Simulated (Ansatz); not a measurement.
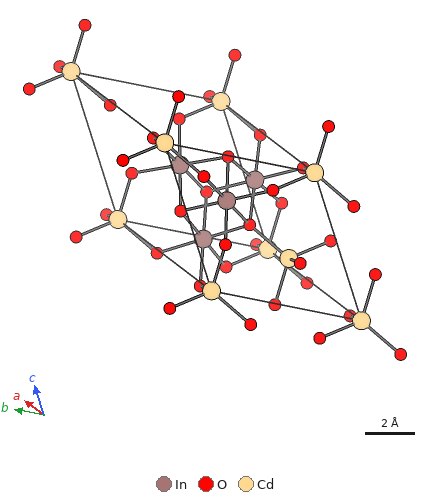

Starting frame of a dynamics run of a 14-atom cell of CdIn₂O₄ (set up in Fd-3m). A ball-and-stick model of the reduced simulation cell, seen from a free direction. Bonds to atoms that aren't drawn are left out. Lengths and directions refer to the drawn axes.

The calculation used DFT, PAW plane waves, PBE (Ansatz).

Input
```yaml
crystal:
  lattice:
    - [0.0, 4.606651, 4.606651]
    - [4.606651, 0.0, 4.606651]
    - [4.606651, 4.606651, 0.0]
  atoms:
    - { symbol: In, position: [0.625, 0.625, 0.625] }
    - { symbol: In, position: [0.125, 0.625, 0.625] }
    - { symbol: In, position: [0.625, 0.625, 0.125] }
    - { symbol: In, position: [0.625, 0.125, 0.625] }
    - { symbol: O, position: [0.865, 0.865, 0.865] }
    - { symbol: O, position: [0.845, 0.385, 0.385] }
    - { symbol: O, position: [0.865, 0.865, 0.405] }
    - { symbol: O, position: [0.385, 0.845, 0.385] }
    - { symbol: O, position: [0.405, 0.865, 0.865] }
    - { symbol: O, position: [0.385, 0.385, 0.385] }
    - { symbol: O, position: [0.865, 0.405, 0.865] }
    - { symbol: O, position: [0.385, 0.385, 0.845] }
    - { symbol: Cd, position: [0.0, 0.0, 0.0] }
    - { symbol: Cd, position: [0.25, 0.25, 0.25] }
kpoints:
  mp_grid: { grid: [3, 3, 3] }
magnetization:
  spin_polarized: false
scf:
  occupations: { method: gaussian, width: 0.1 }
hamiltonian:
  pseudopotentials: { kind: paw }
  xc: pbe
basis:
  ecutwfc: 420
md:
  timestep: 1.0
  n_steps: 60
  ensemble: npt_langevin
  temperature: 1200.0
  initial_velocities: maxwell_boltzmann
  seed: 467556
  pressure: 0.0
```

Command:
```bash
ansatz run input.yaml --threads 2 --pin off --max-ram 2560MiB --backend cpu --events-out ev --progress --plain --runs-dir out
```

### What does the trajectory do?

The mean temperature in the second half is 855 K (standard deviation 66 K). The potential energy is still drifting at the end, so the run hasn't reached equilibrium. The pressure hasn't settled at its target of 0.0 GPa. The potential energy in the second half lies on average 81.9 meV per atom above the first frame. The mean pressure there is −2.0 GPa. The volume ends +8.2 % from the start. Root-mean-square distances from the starting positions over the second half, with the common drift of all atoms taken out: O 0.20 Å, Cd 0.17 Å, In 0.16 Å. The run lasts only 60 fs, too short to tell vibration from diffusion. The conserved quantity stays between −0.021 and 0.073 meV per atom of its start. A straight-line fit has a slope that amounts to −0.014 meV per atom over 60 fs (under 0.1 % of the mean kinetic energy), and the ripple about it is 0.1 % of the kinetic energy's fluctuation. With a drift under 2 % and a ripple under 7 %, the integration is accurate.

Along the run (each row but the first and the last is the mean over the interval that it begins):

```json
{"time (fs)": "0.0", "potential energy (meV/atom)": "0.0", "T (K)": "1114", "p (GPa)": "4.7"}
{"time (fs)": "7.0", "potential energy (meV/atom)": "31.8", "T (K)": "927", "p (GPa)": "5.1"}
{"time (fs)": "14.0", "potential energy (meV/atom)": "74.3", "T (K)": "670", "p (GPa)": "5.6"}
{"time (fs)": "21.0", "potential energy (meV/atom)": "92.6", "T (K)": "583", "p (GPa)": "4.3"}
{"time (fs)": "28.0", "potential energy (meV/atom)": "78.3", "T (K)": "711", "p (GPa)": "1.5"}
{"time (fs)": "35.0", "potential energy (meV/atom)": "72.1", "T (K)": "875", "p (GPa)": "-1.4"}
{"time (fs)": "42.0", "potential energy (meV/atom)": "83.0", "T (K)": "908", "p (GPa)": "-3.0"}
{"time (fs)": "49.0", "potential energy (meV/atom)": "88.4", "T (K)": "875", "p (GPa)": "-3.3"}
{"time (fs)": "56.0", "potential energy (meV/atom)": "90.3", "T (K)": "875", "p (GPa)": "-2.9"}
```

The paths of the atoms, magnified 2 times:

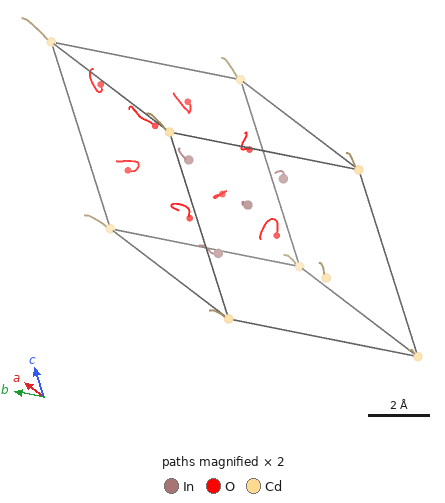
